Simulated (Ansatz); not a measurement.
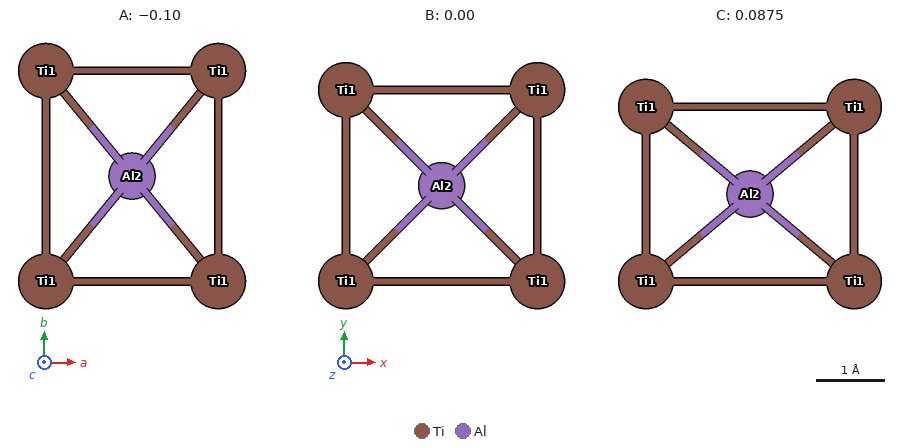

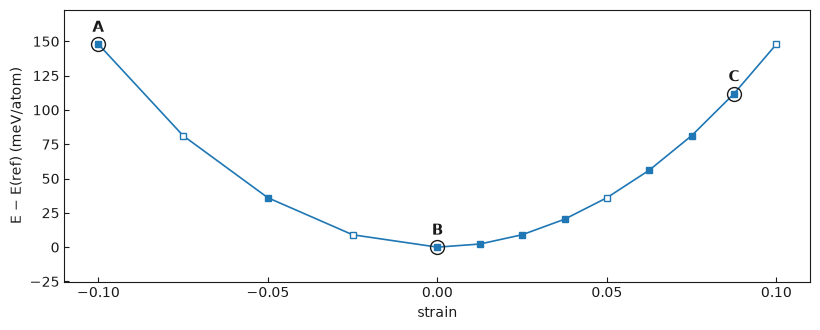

A scan of solid TiAl (P4/mmm): the cell is strained along x and oppositely along y, with the atoms kept at their fractional coordinates. x, y and z are the Cartesian axes of the input. The lettered frames are marked on the plot. Hollow markers are points alike by symmetry, not computed again. The picture is a ball-and-stick view of the cell of the calculation, seen along the c axis.

These are results of DFT r2SCAN, scalar-relativistic, plane waves, PAW (Ansatz), not measurements. (plane-wave cutoff 500 eV; k-point mesh 16 × 16 × 12; occupations gaussian; smearing width 0.15 eV; no spin polarisation). Energies (free energies at the smearing named) are counted from the cell as listed in its source, which wasn't relaxed.

Question: Read off the main features of the energy profile.

Answer: The lowest computed point lies at the strain 0.00 (0.0 meV/atom). At the ends of the scan the energy is 147.9 meV/atom (−0.10) and 147.9 meV/atom (0.10). The unrelaxed reference is under a pressure of −2.0 GPa. The distortion takes the space group from P4/mmm to Pmmm. At the strain −0.10 the cell of the drawing goes a 2.837 → 2.554 Å, b 2.837 → 3.121 Å.

The computed points:

| strain | E − E(ref) (meV/atom) |
| --- | --- |
| −0.1000 | 147.9 |
| −0.0750 | 81.2 |
| −0.0500 | 36.0 |
| −0.0250 | 9.0 |
| 0.0000 | 0.0 |
| 0.0125 | 2.3 |
| 0.0250 | 9.0 |
| 0.0375 | 20.3 |
| 0.0500 | 36.0 |
| 0.0625 | 56.1 |
| 0.0750 | 81.2 |
| 0.0875 | 111.8 |
| 0.1000 | 147.9 |

Points that are alike by symmetry were computed once.
